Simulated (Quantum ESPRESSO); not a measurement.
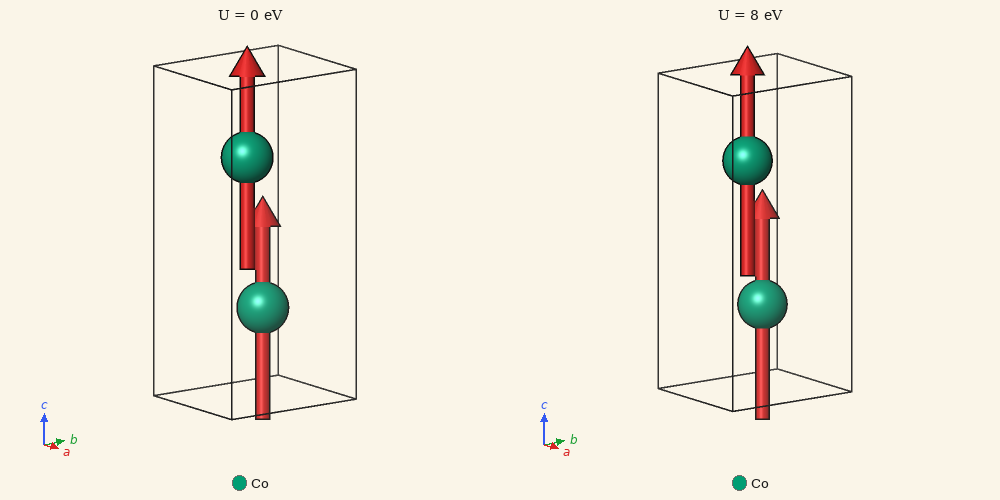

Co, hexagonal close-packed (Mg type), space group P6₃/mmc (No. 194), a = 2.472 Å, b = 2.472 Å, c = 4.021 Å, α = 90.00°, β = 90.00°, γ = 120.00°. The run's cell of 2 atoms at the smallest and the largest U, with site moments above 0.25 μB as arrows (red up, blue down). The cell is a structure listed in the Materials Project.

One fixed geometry was run with a growing Hubbard U on Co d. Alike in all runs: Quantum ESPRESSO 7.5; functional PBEsol; potentials GBRV 1.5 PBEsol; cutoff 762 eV; k mesh 12 × 12 × 7 on the run's cell of 2 atoms; occupations fermi-dirac, width 0.05 eV; collinear spin, ferromagnetic start; no spin-orbit coupling.

```tsv
U (eV)	gap (eV)	mean size of the moment on Co (μB)	pressure (GPa)
0	metal	1.72	-5.4
1	metal	1.80	-3.7
2	?	?	?
3	metal	1.91	-0.7
4	metal	1.95	2.4
5	metal	1.97	3.0
6	metal	2.02	3.9
8	metal	2.09	6.4
```

**What would you expect at U = 2 eV?**

At U = 2 eV the run gave no gap, 1.88 μB on Co and a pressure of -1.7 GPa. A straight line between the neighbouring rows gives 1.86 μB, which is close.

Total energies at different U can't be compared. Each run keeps the state that it reached from its start, which need not be the lowest.

Caveat: a Hubbard U is seldom apt in metals and their alloys, so what it brings about there may be an artefact.
